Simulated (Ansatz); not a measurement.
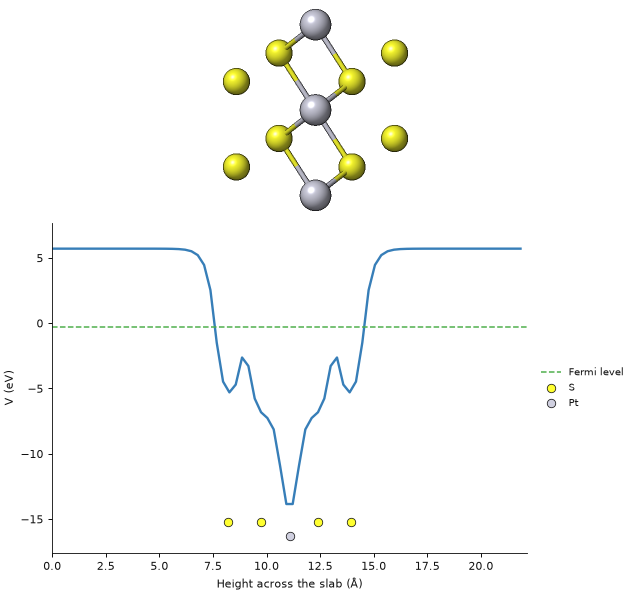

Plane-averaged electrostatic potential energy of an electron across the slab; circles at the bottom mark the heights of the atoms. The structure is drawn too.

This input was run:

```
crystal:
  lattice:
    - [3.5713268724, 0.0, 0.0]
    - [-1.7856634362, 3.0928597967, 0.0]
    - [0.0, 0.0, 22.1433901852]
  atoms:
    - { symbol: S, position: [0.3333333333, 0.6666666667, 0.3706502415] }
    - { symbol: S, position: [0.6666666667, 0.3333333333, 0.4403022425] }
    - { symbol: Pt, position: [0.0, 0.0, 0.5000000205] }
    - { symbol: S, position: [0.3333333333, 0.6666666667, 0.5596977791] }
    - { symbol: S, position: [0.6666666667, 0.3333333333, 0.6293497165] }
basis:
  ecutwfc: 420
kpoints:
  mp_grid: { grid: [12, 12, 1] }
  band_path:
    path:
      - [0.5, 0, 0]
      - [0, 0, 0]
      - [0.3333333333333, 0.3333333333333, 0]
      - [0.5, 0, 0]
    npoints: 12
hamiltonian:
  xc: pbesol
scf:
  occupations: { method: gaussian, width: 0.05 }
  n_extra_bands: 16
output:
  forces: true
  stress: true
  eigenvalues: true
  populations: true
  fatbands: true
  write_density: true
  write_potential: true
  elf: true
  volumetric_format: npy
efield:
  axis: 3
  dipole_correction: true
  ramp_width: 0.04
```

Command:
```bash
ansatz run input.yaml --threads 2 --pin off --max-ram 4096MiB --backend cpu --events-out ev --progress --plain --runs-dir out
```

Question: What is the work function?

Answer: The work function is 6.03 eV, the same on both faces. The two vacuum levels agree, so the slab has no net dipole along its normal.

Question: How thick are slab and vacuum?

Answer: The outermost atoms are 5.7 Å apart, which leaves 16.4 Å of vacuum in a cell 22.1 Å high.

Spin-orbit coupling is left out, which matters for Pt.
